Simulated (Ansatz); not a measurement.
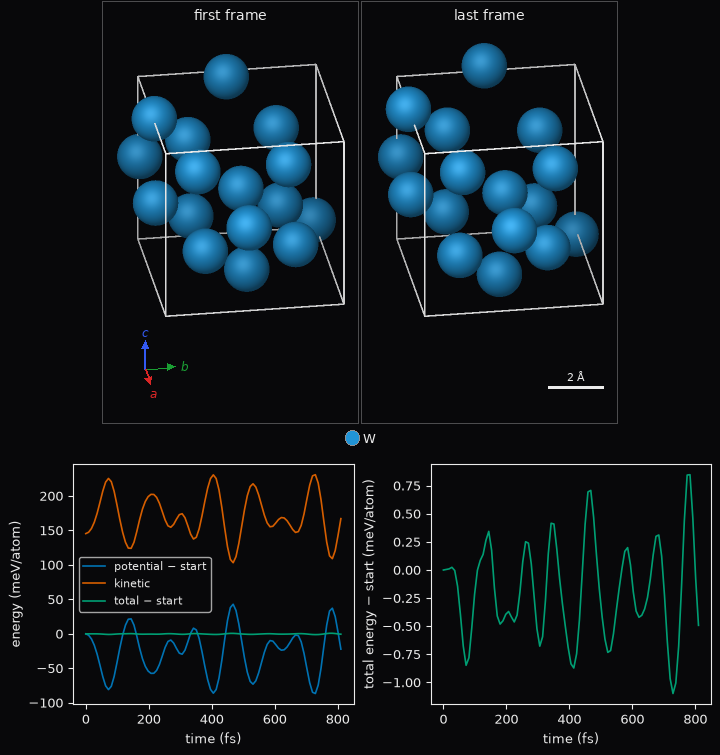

First-principles dynamics of a 16-atom cell of W, 810 fs long. It starts from the last geometry of an earlier run, with fresh velocities. The picture is a spheres-only view of the simulation cell, seen from a free direction.

These are results of Ansatz, DFT PBE, scalar-relativistic, plane waves, PAW, not measurements. Settings: plane-wave cutoff 420 eV; k-point mesh 3 × 3 × 3; Fermi-Dirac smearing 0.17 eV; volume 1.15 times that of the relaxed crystal; constant energy (NVE); velocities drawn for 1200 K; time step 9 fs.

Input
```yaml
crystal:
  lattice:
    - [6.621398, 0.0, 0.0]
    - [0.0, 6.621398, 0.0]
    - [0.0, 0.0, 6.621398]
  atoms:
    - { symbol: W, position: [0.01234353, -0.01760469, 0.05008293] }
    - { symbol: W, position: [0.48796677, 0.01592806, -0.02882798] }
    - { symbol: W, position: [0.02112139, 0.4929226, -0.0274001] }
    - { symbol: W, position: [0.01457852, 0.00856206, 0.51462666] }
    - { symbol: W, position: [0.22765516, 0.26138882, 0.23060264] }
    - { symbol: W, position: [0.52119208, 0.52966715, 0.02326397] }
    - { symbol: W, position: [0.52674478, 0.01636331, 0.4708529] }
    - { symbol: W, position: [0.74008074, 0.26266404, 0.25730051] }
    - { symbol: W, position: [-0.02239107, 0.47138437, 0.49805937] }
    - { symbol: W, position: [0.23329698, 0.76307599, 0.26368449] }
    - { symbol: W, position: [0.26735155, 0.2384362, 0.72099755] }
    - { symbol: W, position: [0.50613623, 0.49918394, 0.51453154] }
    - { symbol: W, position: [0.73512893, 0.7702718, 0.25835047] }
    - { symbol: W, position: [0.74660506, 0.21937501, 0.75307759] }
    - { symbol: W, position: [0.24383477, 0.73838764, 0.74575224] }
    - { symbol: W, position: [0.73835458, 0.7299937, 0.7550452] }
basis:
  ecutwfc: 420.0
kpoints:
  mp_grid: { grid: [3, 3, 3] }
hamiltonian:
  xc: pbe
scf:
  occupations: { method: fermi_dirac, width: 0.17 }
  lower_state_search: "off"
  max_iter: 58
md:
  timestep: 9
  n_steps: 90
  ensemble: nve
  temperature: 1200.0
  initial_velocities: maxwell_boltzmann
  seed: 689993
```

Launched with:
```bash
ansatz run input.yaml --threads 4 --pin off --max-ram 10240MiB --backend cpu --events-out ev --progress --plain --runs-dir out
```

Is this trajectory numerically sound?

Answer. The total energy stays between −1.1 and 0.85 meV per atom of its start. A straight-line fit has a slope that amounts to +0.075 meV per atom over 810 fs (under 0.1 % of the mean kinetic energy), and the ripple about it is 1.3 % of the kinetic energy's fluctuation. With a drift under 2 % and a ripple under 7 %, the integration is accurate. The time step of 9 fs is long for the fastest vibrations here (lightest element tungsten). Over the second half the temperature averages 1398 K (spread ±296 K). The potential energy in the second half lies on average 24.2 meV per atom below the first frame.

The run took 23 min on 4 threads of Arm Neoverse V2, with other jobs on the host, peak memory 1.6 GiB.
